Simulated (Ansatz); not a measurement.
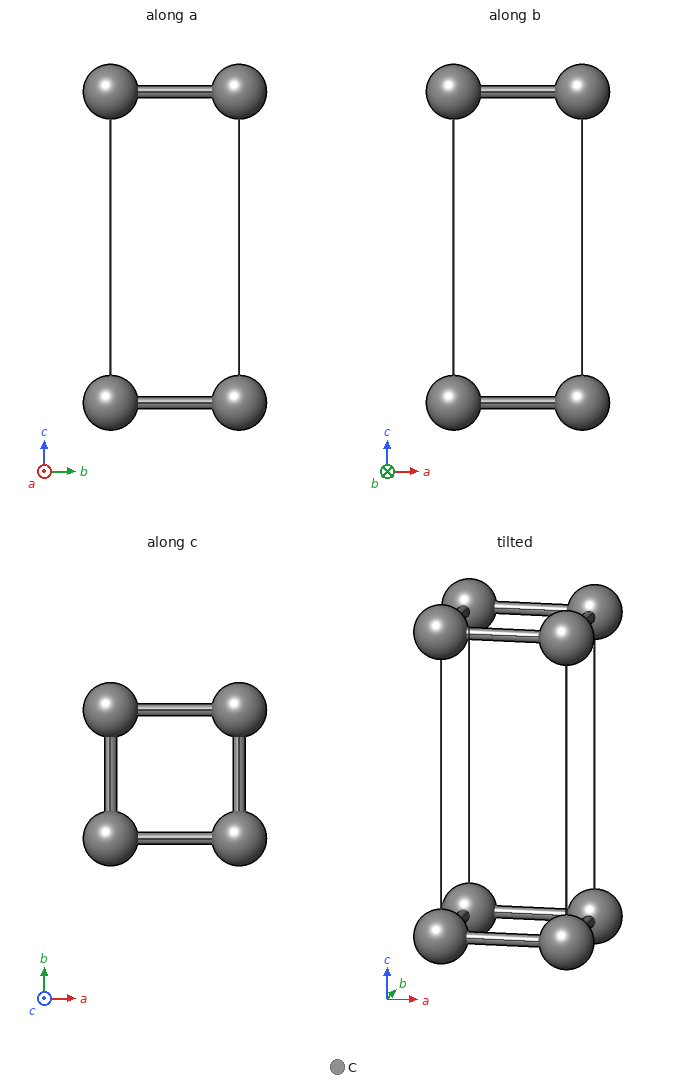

View along the a axis, along the b axis, along the c axis and slightly off an axis, drawn as a ball-and-stick model. Lines trace the edges of the conventional unit cell.

Lattice parameters: a = 1.625 Å, b = 1.625 Å, c = 3.933 Å, α = 90.00°, β = 90.00°, γ = 90.00°.

Put the structure into a table of Wyckoff sites.

Answer. Space group P4/mmm (No. 123).
| atom | site | x | y | z |
| --- | --- | --- | --- | --- |
| C | 1a | 0.0000 | 0.0000 | 0.0000 |

It goes back to a random cell made by a generator, so it need not be a real form of the element. The picture shows the end point of a geometry optimisation with DFT PBE, scalar-relativistic, plane waves, PAW (Ansatz 0.2.0).
